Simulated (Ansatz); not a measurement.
## Electronic structure of Si in real space

```xyz
16
Lattice="6.4810 0.0000 0.0000 0.0000 6.4810 0.0000 0.0000 0.0000 6.6472" Properties=species:S:1:pos:R:3 pbc="T T T"
Si    0.6526    0.6526    0.6694
Si    3.8932    3.8932    3.9930
Si    5.8284    2.5879    0.6694
Si    2.5879    5.8284    3.9930
Si    0.6526    5.8284    2.6542
Si    3.8932    2.5879    5.9779
Si    2.5879    0.6526    5.9779
Si    5.8284    3.8932    2.6542
Si    2.5879    2.5879    2.6542
Si    5.8284    5.8284    5.9779
Si    3.8932    0.6526    2.6542
Si    0.6526    3.8932    5.9779
Si    2.5879    3.8932    0.6694
Si    5.8284    0.6526    3.9930
Si    0.6526    2.5879    3.9930
Si    3.8932    5.8284    0.6694
```

Space group Ibca; changed on purpose from its base cell (strain -0.025 along x and y, +0.000 along z, atoms carried along); not relaxed (largest force 0.3 eV/Å); computed pressure about 6 GPa in this cell.

All numbers below come from DFT r2SCAN, scalar-relativistic, plane waves, PAW in Ansatz 0.2.0.

The density is the valence pseudo-density of a PAW calculation; it isn't the true density close to the nuclei.

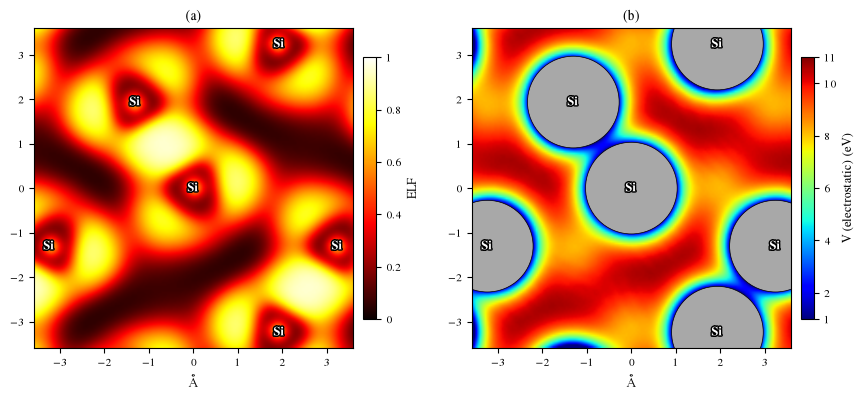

Figure 1. (a) electron localisation function; (b) electrostatic potential energy of an electron on the (001) plane of the conventional cell. Grey discs cover the atomic cores in the potential map.

### Describe what can be read from this map.

- The plane passes through Si nuclei.
- Si–Si (2.33 Å): the ELF peaks at about 0.95 between the atoms.
- Outside the cores the potential energy rises away from the atoms and is highest about 1.9 Å from the nearest atoms; its zero is arbitrary.

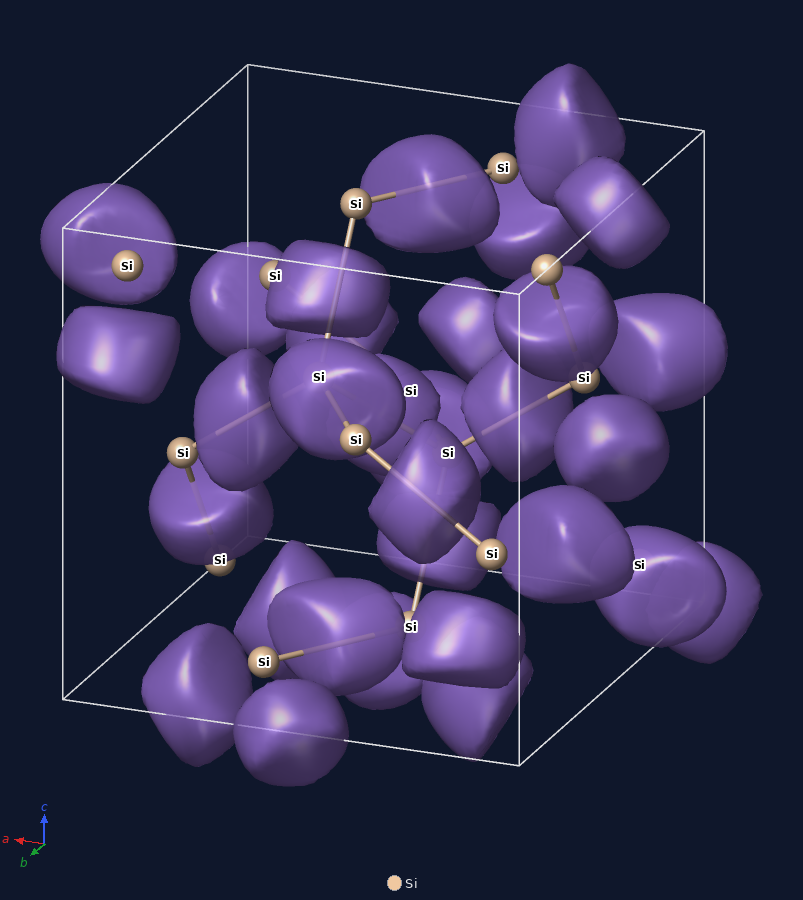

Figure 2. Isosurface of the electron localisation function at 0.7 (purple), seen at an oblique angle. Only the valence region is drawn (cores and ρ < 0.01 e/Å³ removed). Sticks mark near contacts.

### Describe the localisation domains.

The surface consists of 32 regions between bonded Si–Si atoms, counted in one cell of 16 atoms. Any copies at cell faces, edges or corners count once. Profiles from the grid: Si–Si (2.28 Å): the ELF peaks at about 0.95 between the atoms.

### Does the calculation give a band gap?

It is metallic or semimetallic at this level of theory: no gap opens.
